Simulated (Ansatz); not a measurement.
Cl

The calculation's input:

```
crystal:
  lattice:
    - [3.12, -2.24, 0.0]
    - [3.12, 2.24, 0.0]
    - [0.0, 0.0, 8.26]
  atoms:
    - { symbol: Cl, position: [0.13, 0.87, 0.1] }
    - { symbol: Cl, position: [0.63, 0.37, 0.4] }
    - { symbol: Cl, position: [0.87, 0.13, 0.9] }
    - { symbol: Cl, position: [0.37, 0.63, 0.6] }
basis:
  ecutwfc: 420
kpoints:
  mp_grid: { grid: [8, 8, 4] }
hamiltonian:
  xc: pbesol
scf:
  occupations: { method: gaussian, width: 0.02 }
output:
  forces: true
  stress: true
  eigenvalues: true
  write_density: true
  write_potential: true
  elf: true
  volumetric_format: npy
relax:
  adjacent_minimum: "off"
  f_tol: 0.005
  max_steps: 80
  cell: { stress_tol: 0.05 }
```

Command:

```sh
ansatz run input.yaml --threads 1 --pin off --max-ram 2560MiB --backend cpu --events-out ev --progress --plain --runs-dir out
```

Below, planes, directions and counts refer to the conventional cell (a = 6.88 Å, b = 3.88 Å, c = 8.01 Å, α = 90.00°, β = 90.00°, γ = 90.00°).

The fields are those of the relaxed geometry.

Space group Cmce.

Computed with DFT PBEsol, scalar-relativistic, plane waves, PAW in Ansatz.

Question: Predict the valence pseudo-density and electron localisation function between the atoms.

Answer: Cl–Cl (2.03 Å): ρ is about 1 e/Å³ halfway; the ELF peaks at about 0.70 between the atoms.

Question: Does the calculation make it a metal, or give it a gap?

Answer: It is gapped, with a Kohn–Sham gap of 2.0 eV on the k-point mesh (the band edges may lie off the mesh, which would make the gap smaller).

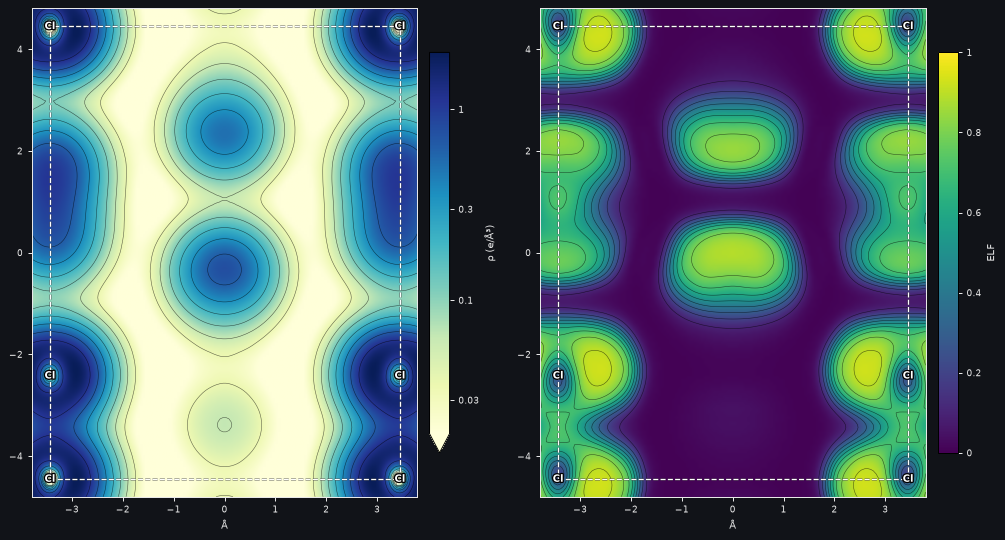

Computed valence pseudo-density and electron localisation function on the (011̄) plane of the conventional cell, in this order. Atoms just off the plane (Cl, 0.8 Å away) can leave unmarked features too.

In a PAW calculation such maps are meaningful between the atoms, not at the nuclei.
